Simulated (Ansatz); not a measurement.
## Electronic structure of WS2 in real space

```yaml
crystal:
  lattice:
    - [3.14578, 0.00000, 0.00000]
    - [-1.57289, 2.72432, 0.00000]
    - [0.00000, 0.00000, 33.90684]
  atoms:
    - { symbol: W, position: [0.33333, 0.66667, 0.00000] }
    - { symbol: W, position: [0.33333, 0.66667, 0.50000] }
    - { symbol: S, position: [0.66667, 0.33333, 0.45379] }
    - { symbol: S, position: [0.66667, 0.33333, 0.95379] }
    - { symbol: S, position: [0.66667, 0.33333, 0.04621] }
    - { symbol: S, position: [0.66667, 0.33333, 0.54621] }
```

Space group P-6m2; a structure from a database of computed crystals, not necessarily the ambient phase.

All numbers below come from Ansatz 0.2.0, DFT PBEsol, scalar-relativistic, plane waves, PAW.

Core electrons are frozen (PAW), and the valence fields are smoothed inside the atomic spheres.

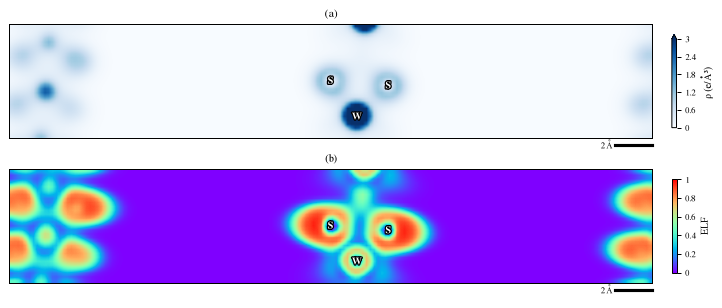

Figure 1. (a) valence pseudo-density; (b) electron localisation function on the (111) plane of the calculation cell.

**Interpret the plot.**

- The section cuts through W and S sites.
- Atoms just off the plane (W, 0.7 Å away and S, 0.6 Å away) can leave unmarked features too.
- W–S (2.40 Å): ρ at the midpoint is about 0.64 e/Å³; the ELF peaks at about 0.85 in the valence shell of S, 0.8 Å from its nucleus, and is about 0.50 at the midpoint.
- The density dies away to nearly zero in the voids.
- The features right at W lie inside the PAW spheres, where the map follows smoothed inner orbitals and isn't to be read closely.

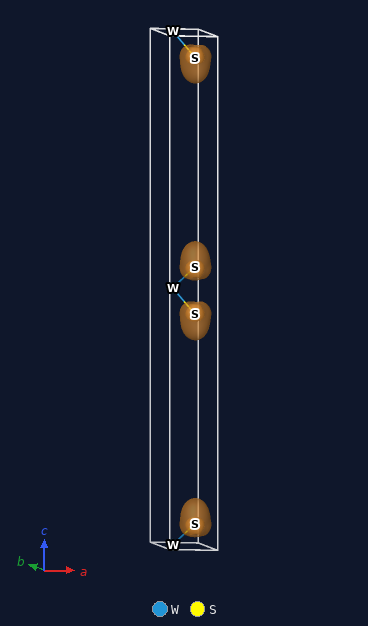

Figure 2. Isosurface of the electron localisation function at 0.75 (orange), seen slightly off an axis. Core shells and regions of very low density are left out. Sticks mark near contacts.

**Where are the electrons localised?**

At this value the surface marks out four regions wrapped around S (the valence shell of each), counted in one cell of 6 atoms. Regions shared between cells count once.

**Does the calculation give a band gap?**

It is gapped, with a Kohn–Sham gap of 1.9 eV on the k-point mesh (the band edges may lie off the mesh, which would make the gap smaller).
